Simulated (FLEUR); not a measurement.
**Energy of GaP along an even scaling of the cell**

System: GaP (R-3m, 4 atoms in the cell).
Method: Kohn-Sham DFT of a periodic cell, PBE, all-electron, no spin polarisation (FLEUR MaX-R8.1 (later development tree)).

The 7 runs differ only in the geometry, by an even scaling of the cell at fixed fractional positions. The structure derives from a Materials Project entry.

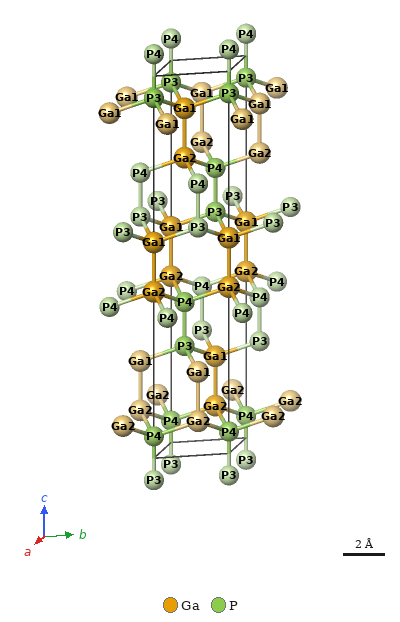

Figure 1. The structure of run 4 (ball-and-stick view of the cell 3 times as large as that of the calculation, set on its symmetry axes, seen slightly off an axis; neighbours outside the cell are drawn fainter; atoms are numbered from 1 in the order of the input).

**Input of run 4**
```
<?xml version="1.0" encoding="UTF-8" standalone="no"?>
<fleurInput fleurInputVersion="0.39">
   <comment>
      GaP                                                                                                 
   </comment>
   <calculationSetup>
      <cutoffs Kmax="4.41" Gmax="13.7" GmaxXC="13.7" numbands="0"/>
      <scfLoop itmax="60" minDistance="0.00001" maxIterBroyd="15" imix="Anderson" alpha="0.05" precondParam="0.0" spinf="2.0" sdNocoIR="T"/>
      <coreElectrons ctail="T" frcor="F" kcrel="0" coretail_lmax="0"/>
      <xcFunctional name="pbe" relativisticCorrections="F"/>
      <magnetism jspins="1"/>
      <soc l_soc="F" theta="0.0" phi="0.0" spav="F"/>
      <expertModes spex="0" secvar="F"/>
      <geometryOptimization l_f="T" forcealpha="1.0" forcemix="BFGS" epsdisp="0.0005" epsforce="0.0002"/>
      <ldaU l_linMix="F" mixParam="0.05" spinf="1.0"/>
   </calculationSetup>
   <cell>
      <bzIntegration valenceElectrons="64.0" mode="hist" fermiSmearingEnergy="0.00183747">
         <kPointListSelection listName="default-1"/>
         <!-- k-points included here -->
         <xi:include xmlns:xi="http://www.w3.org/2001/XInclude" href="kpts.xml"> </xi:include>
      </bzIntegration>
      <!-- symmetry operations included here -->
      <xi:include xmlns:xi="http://www.w3.org/2001/XInclude" href="sym.xml"> </xi:include>
      <bulkLattice scale="1.0">
         <bravaisMatrix>
            <row-1>    3.6717665376366035     2.1198953988786413    12.1524698488784573</row-1>
            <row-2>   -3.6717665376366035     2.1198953988786413    12.1524698488784573</row-2>
            <row-3>    0.0000000000000000    -4.2397907977572826    12.1524698488784573</row-3>
         </bravaisMatrix>
      </bulkLattice>
   </cell>
   <atomSpecies>
      <species name="Gallium (Ga)" element="Ga" atomicNumber="31">
         <mtSphere radius="2.12" gridPoints="721" logIncrement="0.017"/>
         <atomicCutoffs lmax="9" lnonsphr="7"/>
         <electronConfig flipSpins="F">
            <coreConfig>(1s1/2) (2s1/2) (2p1/2) (2p3/2)</coreConfig>
            <valenceConfig>(3s1/2) (3p1/2) (3p3/2) (4s1/2) (3d3/2) (3d5/2) (4p1/2) (4p3/2)</valenceConfig>
            <stateOccupation state="(4p1/2)" spinUp="0.166667" spinDown="0.166667"/>
            <stateOccupation state="(4p3/2)" spinUp="0.333333" spinDown="0.333333"/>
         </electronConfig>
         <energyParameters s="4" p="4" d="3" f="4"/>
         <lo type="SCLO" l="0" n="3" eDeriv="0"/>
         <lo type="SCLO" l="1" n="3" eDeriv="0"/>
         <lo type="SCLO" l="1" n="3" eDeriv="1"/>
         <lo type="HELO" l="2" n="4" eDeriv="0"/>
         <lo type="HELO" l="2" n="4" eDeriv="1"/>
         <lo type="SCLO" l="3" n="4" eDeriv="2"/>
      </species>
      <species name="Phosphorous (P)" element="P" atomicNumber="15">
         <mtSphere radius="1.88" gridPoints="641" logIncrement="0.018"/>
         <atomicCutoffs lmax="8" lnonsphr="6"/>
         <electronConfig flipSpins="F">
            <coreConfig>(1s1/2) (2s1/2)</coreConfig>
            <valenceConfig>(2p1/2) (2p3/2) (3s1/2) (3p1/2) (3p3/2)</valenceConfig>
            <stateOccupation state="(3p1/2)" spinUp="0.500000" spinDown="0.500000"/>
            <stateOccupation state="(3p3/2)" spinUp="1.000000" spinDown="1.000000"/>
         </electronConfig>
         <energyParameters s="3" p="3" d="3" f="4"/>
         <lo type="SCLO" l="1" n="2" eDeriv="0"/>
         <lo type="SCLO" l="0" n="3" eDeriv="2"/>
         <lo type="SCLO" l="2" n="3" eDeriv="2"/>
         <lo type="SCLO" l="3" n="4" eDeriv="2"/>
      </species>
   </atomSpecies>
   <atomGroups>
      <atomGroup species="Gallium (Ga)">
         <relPos label="                   1">-.4353720000 -.4353720000 -.4353720000</relPos>
         <relPos label="                   2">.4353720000 .4353720000 .4353720000</relPos>
         <force calculate="T" relaxXYZ="TTT"/>
      </atomGroup>
      <atomGroup species="Phosphorous (P)">
         <relPos label="                   3">-.0573890000 -.0573890000 -.0573890000</relPos>
         <relPos label="                   4">.0573890000 .0573890000 .0573890000</relPos>
         <force calculate="T" relaxXYZ="TTT"/>
      </atomGroup>
   </atomGroups>
   <output dos="F" band="F" slice="F">
      <checks vchk="F" cdinf="F"/>
      <bandDOS minEnergy="-.5*Htr" maxEnergy="0.5*Htr" sigma="0.015" storeEVData="T"/>
      <vacuumDOS vacdos="F" integ="F" star="F" nstars="0" locx1="0.0" locy1="0.0" locx2="0.0" locy2="0.0" nstm="0" tworkf="0.0"/>
      <unfoldingBand unfoldBand="F" supercellX="1" supercellY="1" supercellZ="1"/>
      <plotting iplot="0" polar="F">
         <plot TwoD="T" vec1="  1.0  0.0  0.0" vec2="  0.0  1.0  0.0" vec3="  0.0  0.0  1.0" zero="  0.0  0.0  0.0" file="plot"/>
      </plotting>
      <chargeDensitySlicing numkpt="0" minEigenval="0.0" maxEigenval="0.0" nnne="0" pallst="F"/>
      <specialOutput eonly="F"/>
      <moessbauerParams electricFieldGradient="T" isomerShift="T" coreHyperfine="T" valenceHyperfine="T"/>
      <magneticCircularDichroism mcd="F" energyLo="-10.0" energyUp="0.0"/>
   </output>
  <!-- We include the file relax.xml here to enable relaxations (see documentation) -->
  <xi:include xmlns:xi="http://www.w3.org/2001/XInclude" href="relax.xml"> <xi:fallback/> </xi:include>
</fleurInput>
```

Command:
```bash
inpgen -f crystal.txt -profile fastHighL; fleur_MPI
```

Run 5 has the same physical settings and fractional positions; its lattice vectors (Å) are:
```
   1.955883    1.129230    6.473399
  -1.955883    1.129230    6.473399
   0.000000   -2.258459    6.473399
```

**Results, with one run withheld**

| run | volume per atom (Å³) | free energy per atom, from the lowest run given (meV) | gap on the mesh (eV) |
| --- | --- | --- | --- |
| 1 | 19.764 | 19.05 | 0.82 |
| 2 | 20.185 | 8.16 | 0.83 |
| 3 | 20.605 | 2.01 | 0.83 |
| 4 | 21.026 | 0.00 | 0.83 |
| 5 | 21.446 | ? | ? |
| 6 | 21.867 | 6.81 | 0.81 |
| 7 | 22.287 | 14.90 | 0.79 |

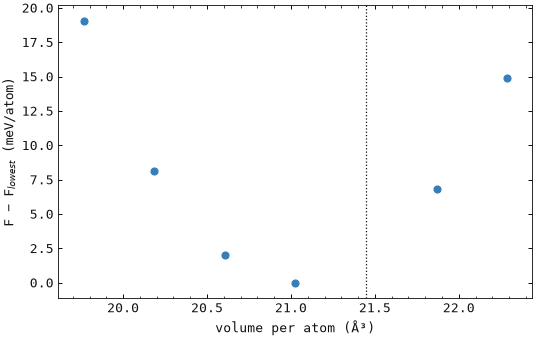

Figure 2. Free energy per atom of the runs given; the dotted line marks run 5.

Fit the runs given and predict run 5.

A cubic polynomial in V^(−2/3) (the Birch–Murnaghan form), fitted to the 6 runs given, misses them by at most 0.02 meV per atom. With x = V^(−2/3) − 0.13169 Å⁻², it reads F = 0.11717 + 549.42 x + 6.1114e+05 x² + 1.2545e+06 x³ (meV per atom). At run 5 it gives 1.73 meV per atom, and the run itself gives 1.72. The fit has its minimum at 21.033 Å³ per atom, where V d²F/dV² gives 71.1 GPa. Cell shape and fractional positions are held, so this is the stiffness under even scaling; the relaxed bulk modulus wasn't computed. The gap on the mesh lies between 0.79 eV (run 7) and 0.83 eV (run 3); run 5 has 0.82 eV. These are gaps of this functional on this mesh, which can miss the band edges; they aren't the measured gap.

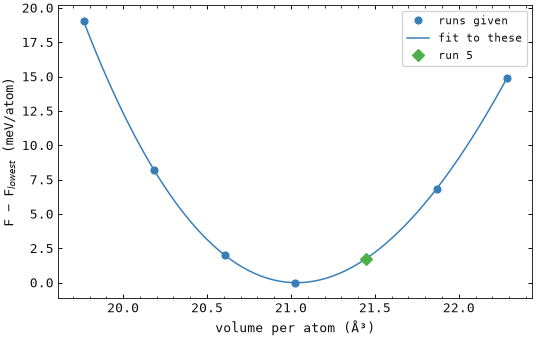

Figure 3. The fit and the withheld run.

**Output (run 5)**
```
Welcome to FLEUR        (www.flapw.de)
      MaX-Release 8.1          (www.max-centre.eu)

 ========== k-point set info ==========
 Selected k-point list: default-1
 k-point list type: mesh
 8 x 8 x 8
 Number of k points: 65

 ------------Calculation Setup---------------------------
 Number of MPI-tasks      :            1
 Number of PE/node        :            1
 Number of OMP-threads    :            1
 Most efficient MPI parallelization for:
           1           5          13          65
 Additional eigenvalue parallelization possible
 Number of basis functions:         1017
 Approximate size of matrices (H+S) per k-point:         0.015 GB
 --------------------------------------------------------

 Iteration:     1   Distance:       7.25535496 me/bohr^3

 Iteration:     2   Distance:       6.65569803 me/bohr^3

 Iteration:     3   Distance:       3.81414075 me/bohr^3

 Iteration:     4   Distance:       0.96402043 me/bohr^3

 Iteration:     5   Distance:       0.70297905 me/bohr^3

 Iteration:     6   Distance:       0.27310554 me/bohr^3

 Iteration:     7   Distance:       0.14330904 me/bohr^3

 Iteration:     8   Distance:       0.10882156 me/bohr^3

 Iteration:     9   Distance:       0.01712572 me/bohr^3

 Iteration:    10   Distance:       0.01245976 me/bohr^3

 Iteration:    11   Distance:       0.00184591 me/bohr^3

 Iteration:    12   Distance:       0.00056900 me/bohr^3

 Iteration:    13   Distance:       0.00045274 me/bohr^3

 Iteration:    14   Distance:       0.00008374 me/bohr^3

 Iteration:    15   Distance:       0.00004288 me/bohr^3

 Iteration:    16   Distance:       0.00003942 me/bohr^3

 Iteration:    17   Distance:       0.00001797 me/bohr^3

 Iteration:    18   Distance:       0.00000382 me/bohr^3

 ********************************************************************
 Run finished successfully
 Stop message:
   all done
 ********************************************************************
```
